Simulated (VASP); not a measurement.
# Si: molecular dynamics (part 7 of 7)

Continued. System: Si (defect cell, 17 atoms in the cell). Method: Kohn-Sham DFT of a periodic cell, PBE, VASP PAW PBE potentials, recommended, no spin polarisation (VASP 6.6.1); cutoff 520 eV, 2×2×2 k-mesh, fermi-dirac of 0.02 eV. It belongs to a series of runs on one base structure; here: dynamics from the start.

Geometry of the input (Å; fractional positions):
```
0.0000  5.4300  5.4300
5.4300  0.0000  5.4300
5.4300  5.4300  0.0000
Si 0.0072  -0.0224  0.0077
Si 0.1249  0.1152  0.1244
Si 0.0141  -0.0024  0.4956
Si 0.1541  0.1120  0.6141
Si -0.0164  0.4854  -0.0169
Si 0.1094  0.6081  0.1099
Si 0.0072  0.5056  0.4794
Si 0.1248  0.6264  0.6131
Si 0.4961  -0.0024  0.0136
Si 0.6136  0.1120  0.1545
Si 0.5207  0.0193  0.5212
Si 0.6464  0.1483  0.6458
Si 0.4790  0.5056  0.0077
Si 0.6136  0.6264  0.1244
Si 0.4959  0.5160  0.4955
Si 0.6136  0.6526  0.6141
Si 0.8048  0.3031  0.8053
```

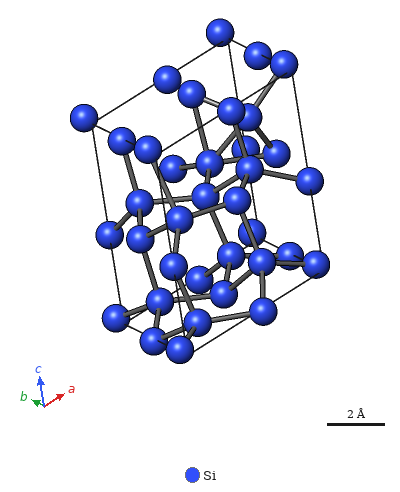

*The geometry at step 34 of the log (ball-and-stick view of the cell of the calculation, seen slightly off an axis).*

Trajectory as extended XYZ, continued
```
17
Lattice="0.0000 5.4300 5.4300 5.4300 0.0000 5.4300 5.4300 5.4300 0.0000" Properties=species:S:1:pos:R:3:forces:R:3 step=28 energy=-85.95344 temperature=424.7
Si    0.3435    5.4555    5.4791   -2.0724   0.1581  -0.8846
Si    1.1955    1.2607    1.6905    0.9029   0.1213   1.3090
Si    2.5536    2.4810    0.2729   -0.4924   0.2058  -0.9589
Si    3.8294    4.0364    1.2509    1.4538   0.8098   0.5340
Si    8.2665   10.7353    8.3599   -0.3877   1.0041  -1.0900
Si    4.0838    1.3441    4.2353    1.2646  -0.8786  -0.5567
Si    5.3555    8.0957    8.0923    0.3741   0.3824   1.5228
Si    6.9489    3.9506    4.1537   -1.5385  -1.1924  -0.2206
Si    5.2578    2.9101    8.1671    0.4124  -0.2252  -0.1970
Si    1.4273    4.3380    3.7120    0.6742  -0.3314   0.2486
Si    8.4000    5.7349    7.9815    0.1340  -0.6154   0.7945
Si    4.0929    6.9736    4.2385    0.2236   0.2109  -0.3880
Si    2.7625    2.8081    5.3166   -0.8714  -0.2707  -0.7525
Si    3.9387    4.1172    6.6593    1.1992   1.0300   0.6515
Si    5.4252    5.3799    5.1991    0.1450  -0.5214   1.1241
Si    6.7347    6.5680    6.7706   -0.4096  -0.2117  -0.3737
Si    6.0457    8.6191    5.9418   -1.0105   0.3277  -0.7633
17
Lattice="0.0000 5.4300 5.4300 5.4300 0.0000 5.4300 5.4300 5.4300 0.0000" Properties=species:S:1:pos:R:3:forces:R:3 step=29 energy=-85.94481 temperature=420.4
Si    0.3581    5.4532    5.4759   -2.1193   0.3473  -0.6630
Si    1.2007    1.2616    1.7006    0.7872   0.0624   1.2211
Si    2.5519    2.4709    0.2756   -0.5166   0.2268  -0.9638
Si    3.8263    4.0264    1.2490    1.4830   0.9084   0.5812
Si    8.2662   10.7409    8.3573   -0.3753   0.9210  -0.8901
Si    4.0941    1.3392    4.2489    1.1862  -0.7996  -0.6351
Si    5.3603    8.1072    8.0886    0.3597   0.2487   1.5125
Si    6.9502    3.9414    4.1596   -1.4904  -1.0171  -0.3196
Si   10.6776    8.3386    8.1655    0.5486  -0.1642  -0.1358
Si    1.4175    4.3521    3.7164    0.7576  -0.4653   0.0283
Si    8.4018    5.7381    7.9782    0.1069  -0.6797   0.7426
Si    4.0873    6.9781    4.2366    0.2437   0.1545  -0.3843
Si    2.7593    2.8068    5.3253   -0.7082  -0.2995  -0.7995
Si    3.9424    4.1210    6.6634    1.1009   1.0241   0.5671
Si    5.4193    5.3824    5.1954    0.1872  -0.5945   1.0739
Si    6.7330    6.5621    6.7623   -0.4233  -0.0983  -0.2880
Si    6.0456    8.6186    5.9224   -1.1253   0.2268  -0.6448
17
Lattice="0.0000 5.4300 5.4300 5.4300 0.0000 5.4300 5.4300 5.4300 0.0000" Properties=species:S:1:pos:R:3:forces:R:3 step=30 energy=-85.95552 temperature=425.4
Si    0.3698    5.4514    5.4718   -2.1275   0.5461  -0.4014
Si    1.2070    1.2626    1.7123    0.6505   0.0058   1.0833
Si    2.5495    2.4611    0.2770   -0.5262   0.2615  -0.9378
Si    3.8253    4.0176    1.2479    1.4797   0.9756   0.6065
Si    8.2653   10.7476    8.3535   -0.3653   0.8044  -0.6690
Si    4.1062    1.3331    4.2617    1.0755  -0.7046  -0.6989
Si    5.3656    8.1191    8.0870    0.3524   0.1191   1.4654
Si    6.9494    3.9307    4.1650   -1.4205  -0.8183  -0.4226
Si   10.6681    8.3368    8.1637    0.6848  -0.1038  -0.0798
Si    1.4088    4.3656    3.7209    0.8332  -0.5937  -0.1920
Si    8.4038    5.7403    7.9758    0.0711  -0.7304   0.6766
Si    4.0819    6.9827    4.2343    0.2748   0.0960  -0.3610
Si    2.7552    2.8052    5.3329   -0.5115  -0.3097  -0.8107
Si    3.9477    4.1261    6.6683    0.9742   0.9814   0.4524
Si    5.4136    5.3841    5.1932    0.2208  -0.6567   1.0070
Si    6.7306    6.5561    6.7537   -0.4201   0.0165  -0.1908
Si    6.0439    8.6183    5.9022   -1.2414   0.1121  -0.5264
17
Lattice="0.0000 5.4300 5.4300 5.4300 0.0000 5.4300 5.4300 5.4300 0.0000" Properties=species:S:1:pos:R:3:forces:R:3 step=31 energy=-85.98032 temperature=437.3
Si    0.3785    5.4504    5.4671   -2.0908   0.7335  -0.1109
Si    1.2142    1.2637    1.7256    0.4939  -0.0309   0.9067
Si    2.5464    2.4516    0.2772   -0.5297   0.3116  -0.8820
Si    3.8263    4.0101    1.2477    1.4437   1.0030   0.6041
Si    8.2640   10.7555    8.3488   -0.3494   0.6572  -0.4322
Si    4.1196    1.3261    4.2735    0.9349  -0.5980  -0.7497
Si    5.3714    8.1311    8.0873    0.3529  -0.0094   1.3838
Si    6.9466    3.9189    4.1698   -1.3310  -0.6059  -0.5141
Si   10.6595    8.3348    8.1618    0.8184  -0.0443  -0.0360
Si    1.4012    4.3782    3.7250    0.8966  -0.7123  -0.3994
Si    8.4060    5.7416    7.9744    0.0281  -0.7627   0.5999
Si    4.0769    6.9875    4.2314    0.3162   0.0386  -0.3154
Si    2.7503    2.8031    5.3393   -0.2984  -0.2977  -0.7852
Si    3.9543    4.1326    6.6738    0.8331   0.9063   0.3161
Si    5.4082    5.3848    5.1923    0.2473  -0.7109   0.9284
Si    6.7277    6.5501    6.7448   -0.4004   0.1321  -0.0891
Si    6.0405    8.6182    5.8812   -1.3647  -0.0130  -0.4206
17
Lattice="0.0000 5.4300 5.4300 5.4300 0.0000 5.4300 5.4300 5.4300 0.0000" Properties=species:S:1:pos:R:3:forces:R:3 step=32 energy=-86.01381 temperature=453.3
Si    0.3844    5.4504    5.4622   -2.0125   0.8961   0.1894
Si    1.2220    1.2646    1.7400    0.3255  -0.0476   0.6985
Si    2.5425    2.4426    0.2761   -0.5212   0.3754  -0.7973
Si    3.8293    4.0041    1.2483    1.3769   0.9958   0.5795
Si    8.2621   10.7643    8.3435   -0.3206   0.4885  -0.1891
Si    4.1344    1.3182    4.2843    0.7650  -0.4763  -0.7943
Si    5.3777    8.1431    8.0896    0.3516  -0.1372   1.2765
Si    6.9421    3.9063    4.1739   -1.2239  -0.3825  -0.5892
Si   10.6521    8.3328    8.1598    0.9430   0.0140  -0.0023
Si    1.3948    4.3899    3.7287    0.9513  -0.8167  -0.5852
Si    8.4081    5.7418    7.9738   -0.0217  -0.7777   0.5165
Si    4.0724    6.9923    4.2281    0.3649  -0.0215  -0.2535
Si    2.7450    2.8006    5.3447   -0.0794  -0.2668  -0.7348
Si    3.9620    4.1403    6.6797    0.6763   0.8066   0.1674
Si    5.4032    5.3846    5.1928    0.2677  -0.7529   0.8343
Si    6.7242    6.5442    6.7358   -0.3617   0.2455   0.0186
Si    6.0352    8.6181    5.8597   -1.4787  -0.1407  -0.3282
17
Lattice="0.0000 5.4300 5.4300 5.4300 0.0000 5.4300 5.4300 5.4300 0.0000" Properties=species:S:1:pos:R:3:forces:R:3 step=33 energy=-86.05038 temperature=470.8
Si    0.3875    5.4516    5.4577   -1.9003   1.0196   0.4790
Si    1.2304    1.2655    1.7555    0.1490  -0.0482   0.4672
Si    2.5379    2.4341    0.2739   -0.4929   0.4471  -0.6920
Si    3.8342    3.9994    1.2496    1.2817   0.9592   0.5407
Si    8.2598   10.7738    8.3379   -0.2690   0.3026   0.0598
Si    4.1502    1.3097    4.2940    0.5705  -0.3316  -0.8423
Si    5.3844    2.7249    2.6636    0.3349  -0.2716   1.1489
Si    6.9358    3.8932    4.1772   -1.1010  -0.1517  -0.6505
Si   10.6460    8.3309    8.1579    1.0540   0.0702   0.0286
Si    1.3897    4.4005    3.7315    0.9927  -0.9020  -0.7377
Si    8.4102    5.7410    7.9739   -0.0768  -0.7784   0.4292
Si    4.0684    6.9971    4.2245    0.4132  -0.0892  -0.1866
Si    2.7396    2.7977    5.3491    0.1343  -0.2293  -0.6744
Si    3.9707    4.1491    6.6858    0.5019   0.6899   0.0211
Si    5.3985    5.3834    5.1943    0.2741  -0.7748   0.7231
Si    6.7202    6.5387    6.7269   -0.3041   0.3585   0.1327
Si    6.0279    8.6178    5.8377   -1.5597  -0.2605  -0.2415
17
Lattice="0.0000 5.4300 5.4300 5.4300 0.0000 5.4300 5.4300 5.4300 0.0000" Properties=species:S:1:pos:R:3:forces:R:3 step=34 energy=-86.08470 temperature=487.3
Si    0.3880    5.4542    5.4538   -1.7574   1.0916   0.7467
Si    1.2389    1.2664    1.7716   -0.0271  -0.0375   0.2236
Si    2.5327    2.4262    0.2707   -0.4395   0.5211  -0.5744
Si    3.8409    3.9960    1.2518    1.1623   0.9015   0.4931
Si    8.2572   10.7836    8.3324   -0.1906   0.1089   0.3037
Si    4.1668    1.3007    4.3025    0.3495  -0.1625  -0.9002
Si    5.3916    2.7363    2.6692    0.2958  -0.4207   1.0044
Si    6.9280    3.8798    4.1796   -0.9648   0.0796  -0.6935
Si   10.6413    8.3290    8.1560    1.1458   0.1219   0.0635
Si    1.3860    4.4098    3.7333    1.0153  -0.9709  -0.8483
Si    8.4123    5.7391    7.9746   -0.1341  -0.7651   0.3439
Si    4.0649    7.0018    4.2206    0.4553  -0.1663  -0.1186
Si    2.7344    2.7945    5.3526    0.3331  -0.1931  -0.6145
Si    3.9801    4.1589    6.6920    0.3071   0.5598  -0.1142
Si    5.3942    5.3811    5.1969    0.2678  -0.7702   0.5939
Si    6.7158    6.5337    6.7181   -0.2278   0.4735   0.2571
Si    6.0185    8.6171    5.8154   -1.5883  -0.3637  -0.1577
17
Lattice="0.0000 5.4300 5.4300 5.4300 0.0000 5.4300 5.4300 5.4300 0.0000" Properties=species:S:1:pos:R:3:forces:R:3 step=35 energy=-86.11239 temperature=500.6
Si    0.3861    5.4583    5.4509   -1.5830   1.1022   0.9800
Si    1.2473    1.2672    1.7879   -0.1967  -0.0103  -0.0242
Si    2.5268    2.4190    0.2668   -0.3676   0.5881  -0.4523
Si    3.8491    3.9939    1.2546    1.0269   0.8257   0.4420
Si    8.2543    5.3637    2.8973   -0.0860  -0.0899   0.5378
Si    4.1839    1.2915    4.3098    0.1056   0.0290  -0.9693
Si    5.3992    2.7472    2.6762    0.2296  -0.5825   0.8399
Si    6.9189    3.8666    4.1811   -0.8099   0.3102  -0.7177
Si   10.6382    8.3273    8.1542    1.2147   0.1710   0.0962
Si    1.3837    4.4178    3.7339    1.0145  -1.0207  -0.9083
Si    8.4141    5.7361    7.9758   -0.1927  -0.7356   0.2601
Si    4.0621    7.0063    4.2165    0.4887  -0.2489  -0.0547
Si    2.7296    2.7911    5.3552    0.5046  -0.1600  -0.5552
Si    3.9898    4.1695    6.6981    0.0993   0.4208  -0.2293
Si    5.3903    5.3777    5.2003    0.2494  -0.7418   0.4533
Si    6.7111    6.5294    6.7096   -0.1377   0.5874   0.3870
Si    6.0069    8.6159    5.7929   -1.5598  -0.4464  -0.0855
17
Lattice="0.0000 5.4300 5.4300 5.4300 0.0000 5.4300 5.4300 5.4300 0.0000" Properties=species:S:1:pos:R:3:forces:R:3 step=36 energy=-86.13036 temperature=509.2
Si    0.3820    5.4639    5.4493   -1.3720   1.0463   1.1684
Si    1.2556    1.2680    1.8043   -0.3575   0.0347  -0.2674
Si    2.5204    2.4126    0.2623   -0.2806   0.6499  -0.3314
Si    3.8588    3.9929    1.2580    0.8774   0.7376   0.3902
Si    8.2512    5.3735    2.8930    0.0378  -0.2900   0.7545
Si    4.2011    1.2824    4.3158   -0.1533   0.2366  -1.0486
Si    5.4072    2.7572    2.6844    0.1370  -0.7510   0.6590
Si    6.9087    3.8538    4.1815   -0.6405   0.5349  -0.7134
Si   10.6368    8.3258    8.1525    1.2626   0.2187   0.1268
Si    1.3828    4.4244    3.7333    0.9849  -1.0474  -0.9077
Si    8.4157    5.7321    7.9773   -0.2449  -0.6906   0.1826
Si    4.0599    7.0104    4.2123    0.5138  -0.3327   0.0059
Si    2.7256    2.7874    5.3571    0.6371  -0.1264  -0.4970
Si    3.9998    4.1806    6.7038   -0.1110   0.2744  -0.3148
Si    5.3867    5.3733    5.2043    0.2279  -0.6887   0.3037
Si    6.7062    6.5259    6.7017   -0.0375   0.6967   0.5150
Si    5.9931    8.6141    5.7702   -1.4802  -0.5038  -0.0247
17
Lattice="0.0000 5.4300 5.4300 5.4300 0.0000 5.4300 5.4300 5.4300 0.0000" Properties=species:S:1:pos:R:3:forces:R:3 step=37 energy=-86.13698 temperature=512.4
Si    0.3760    5.4709    5.4494   -1.1261   0.9199   1.3118
Si    1.2633    1.2688    1.8203   -0.5084   0.0968  -0.5026
Si    2.5137    2.4072    0.2573   -0.1893   0.7038  -0.2129
Si    3.8697    3.9929    1.2619    0.7190   0.6406   0.3368
Si    8.2483    5.3830    2.8897    0.1748  -0.4846   0.9484
Si    4.2181    1.2736    4.3203   -0.4177   0.4502  -1.1350
Si    5.4153    2.7663    2.6934    0.0208  -0.9197   0.4610
Si    6.8976    3.8417    4.1810   -0.4533   0.7494  -0.6734
Si   10.6371    8.3246    8.1510    1.2857   0.2656   0.1477
Si    1.3832    4.4295    3.7314    0.9257  -1.0518  -0.8475
Si    8.4169    5.7272    7.9791   -0.2898  -0.6273   0.1114
Si    4.0584    7.0140    4.2082    0.5268  -0.4148   0.0639
Si    2.7224    2.7836    5.3582    0.7246  -0.0887  -0.4397
Si    4.0095    4.1921    6.7091   -0.3128   0.1242  -0.3682
Si    5.3835    5.3680    5.2087    0.2085  -0.6141   0.1514
Si    6.7013    6.5233    6.6945    0.0637   0.7949   0.6324
Si    5.9773    8.6117    5.7475   -1.3554  -0.5405   0.0187
17
Lattice="0.0000 5.4300 5.4300 5.4300 0.0000 5.4300 5.4300 5.4300 0.0000" Properties=species:S:1:pos:R:3:forces:R:3 step=38 energy=-86.13212 temperature=510.1
Si    0.3684    5.4792    5.4513   -0.8499   0.7354   1.4076
Si    1.2703    1.2697    1.8356   -0.6418   0.1714  -0.7220
Si    2.5067    2.4026    0.2520   -0.0934   0.7500  -0.1015
Si    3.8816    3.9938    1.2663    0.5596   0.5336   0.2888
Si    8.2455    5.3919    2.8877    0.3134  -0.6695   1.1128
Si    4.2346    1.2654    4.3233   -0.6801   0.6673  -1.2287
Si    5.4234    2.7740    2.7031   -0.1167  -1.0877   0.2488
Si    6.8859    3.8306    4.1796   -0.2557   0.9481  -0.6017
Si   10.6391    8.3238    8.1496    1.2850   0.3116   0.1583
Si    1.3850    4.4332    3.7284    0.8396  -1.0374  -0.7290
Si    8.4177    5.7214    7.9811   -0.3229  -0.5493   0.0477
Si    4.0577    7.0171    4.2042    0.5338  -0.4909   0.1165
Si    2.7202    2.7796    5.3588    0.7662  -0.0470  -0.3849
Si    4.0189    4.2038    6.7138   -0.5046  -0.0350  -0.3893
Si    5.3805    5.3618    5.2133    0.1969  -0.5219   0.0023
Si    6.6964    6.5218    6.6882    0.1625   0.8802   0.7337
Si    5.9597    8.6084    5.7249   -1.1924  -0.5571   0.0398
17
Lattice="0.0000 5.4300 5.4300 5.4300 0.0000 5.4300 5.4300 5.4300 0.0000" Properties=species:S:1:pos:R:3:forces:R:3 step=39 energy=-86.11711 temperature=502.9
Si    0.3597    5.4886    5.4551   -0.5564   0.5028   1.4629
Si    1.2764    1.2709    1.8499   -0.7507   0.2488  -0.9162
Si    2.4995    2.3992    0.2465    0.0044   0.7881  -0.0010
Si    3.8942    3.9954    1.2711    0.3961   0.4248   0.2459
Si    8.2432    5.3998    2.8872    0.4430  -0.8365   1.2426
Si    4.2501    1.2581    4.3245   -0.9266   0.8769  -1.3204
Si    5.4314    2.7803    2.7131   -0.2754  -1.2529   0.0218
Si    6.8738    3.8209    4.1773   -0.0423   1.1306  -0.4938
Si   10.6430    8.3234    8.1485    1.2570   0.3583   0.1595
Si    1.3878    4.4355    3.7244    0.7323  -1.0074  -0.5616
Si    8.4181    5.7149    7.9831   -0.3436  -0.4594  -0.0062
Si    4.0577    7.0195    4.2003    0.5288  -0.5577   0.1601
Si    2.7191    2.7756    5.3588    0.7658  -0.0015  -0.3336
Si    4.0275    4.2154    6.7181   -0.6801  -0.1979  -0.3794
Si    5.3778    5.3549    5.2179    0.1958  -0.4112  -0.1392
Si    6.6918    6.5215    6.6828    0.2517   0.9480   0.8154
Si    5.9404    8.6045    5.7023   -0.9981  -0.5556   0.0434
```

Results in brief

- outcome: finished
- mean temperature over the second half: 523 K
- trajectory: 40 frames kept
- electrons treated: 68
- potential energy (free energy of the electrons) (last step): −86.1171 eV
- Fermi energy of the self-consistent step (last step): 6.774 eV
- pressure (without the kinetic term) (last step): 4.09 GPa
- final volume (last step): 320.21 Å³
- largest force (length of the vector) (last step): 1.836 eV/Å
- hardware: 1 thread of AMD EPYC (Zen 3), 64 GiB of memory available, shared host
- wall time: 46 min
- peak memory: 0.63 GiB

Remarks

The k-point mesh is coarse for a cell of this size, so the results may not be converged.
